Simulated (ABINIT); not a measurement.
# Geometry relaxation of InP (part 3 of 3)

Continued. System: InP (2 atoms in the cell). Method: Kohn-Sham DFT of a periodic cell, PBE, PseudoDojo NC SR PBE v0.4.1 standard, no spin polarisation (ABINIT 10.8.3); cutoff 952.4 eV, 6×6×6 k-mesh, fermi-dirac of 0.05 eV. The structure derives from an entry of the Crystallography Open Database.

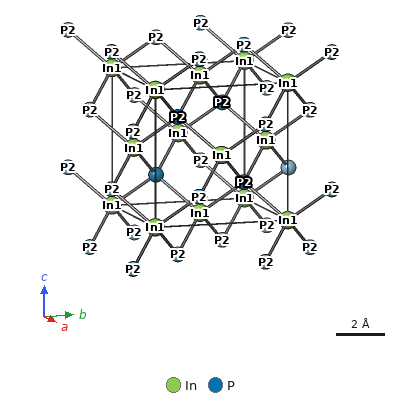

*The input geometry (ball-and-stick view of the cell 4 times as large as that of the calculation, set on its symmetry axes, seen slightly off an axis; neighbours outside the cell are drawn fainter; atoms are numbered from 1 in the order of the input).*

### Input
```
# Pseudopotentials
pp_dirpath "./"
pseudos "In.upf, P.upf"

# Structure
acell 7.83169184 7.83169184 7.83169184
rprim
     0.0000000000     0.7071067812     0.7071067812
     0.7071067812     0.0000000000     0.7071067812
     0.7071067812     0.7071067812     0.0000000000
ntypat 2
znucl 49 15
natom 2
typat 1 2
chkprim 0
chksymtnons 0
tolsym 1.0e-6
xred
            0.0            0.0            0.0
            3/4            3/4            3/4

# Plane-wave basis
ecut 35.0
ecutsm 0.5

# k points
kptopt 1
ngkpt 6 6 6
nshiftk 1
shiftk 0.0 0.0 0.0

# Exchange and correlation
ixc 11

# Bands and occupations
nband 13
occopt 3
tsmear 0.05 eV

# SCF cycle
nstep 80
tolvrs 1.0e-12

# Output
iomode 3
prteig 0
prtebands 0
prtwf 0
prtden 0

# Relaxation
ionmov 2
optcell 2
ntime 50
tolmxf 2.0e-5
dilatmx 1.08
```

Launch command:
```bash
abinit run.abi > log 2>&1
```

### Results in brief

```tsv
quantity	value
outcome	converged
space group (tolerance 0.01 Å)	F-43m (216)
electrons treated	18
free energy	−1997.1593 eV
Fermi energy	4.215 eV
gap on the k-point mesh	0.43 eV
pressure	0.00 GPa
final volume	52.96 Å³
largest force (length of the vector) at the end	under 0.001 eV/Å
final cell	a = 4.215 Å, b = 4.215 Å, c = 4.215 Å, α = 60.00°, β = 60.00°, γ = 60.00°
hardware	1 thread of Arm Neoverse V1, 24 GiB of memory available, shared host
wall time	2.7 min
peak memory	0.1 GiB
```
